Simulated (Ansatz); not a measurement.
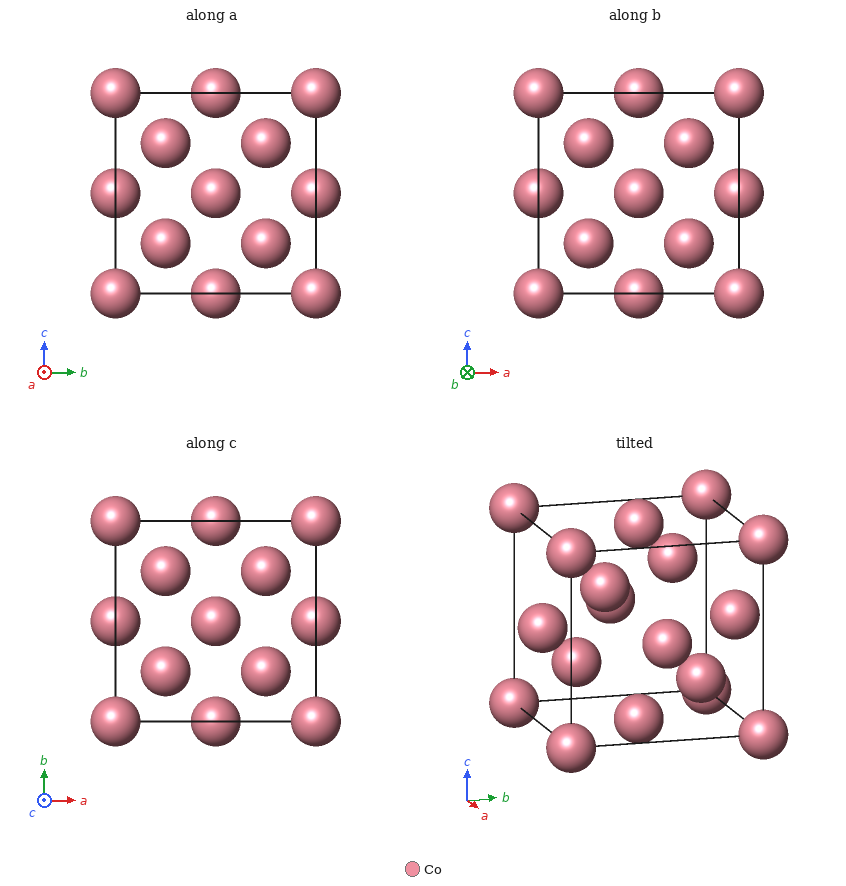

Crystal structure, spheres-only style, seen along the a axis, along the b axis, along the c axis and slightly off an axis. The wireframe shows the conventional unit cell.

Lattice parameters: a = 4.973 Å, b = 4.973 Å, c = 4.973 Å, α = 90.00°, β = 90.00°, γ = 90.00°.

Express the structure as a table of Wyckoff sites.

Space group Fd-3m:1 (No. 227).
```csv
atom,site,x,y,z
Co,8a,0.2500,0.7500,0.7500
```

Starting structure: a structure type filled with this element by a generator (whether the element takes this form wasn't checked). The structure drawn was relaxed with Ansatz, DFT, RPBE, plane waves (420 eV) with PAW, scalar-relativistic.
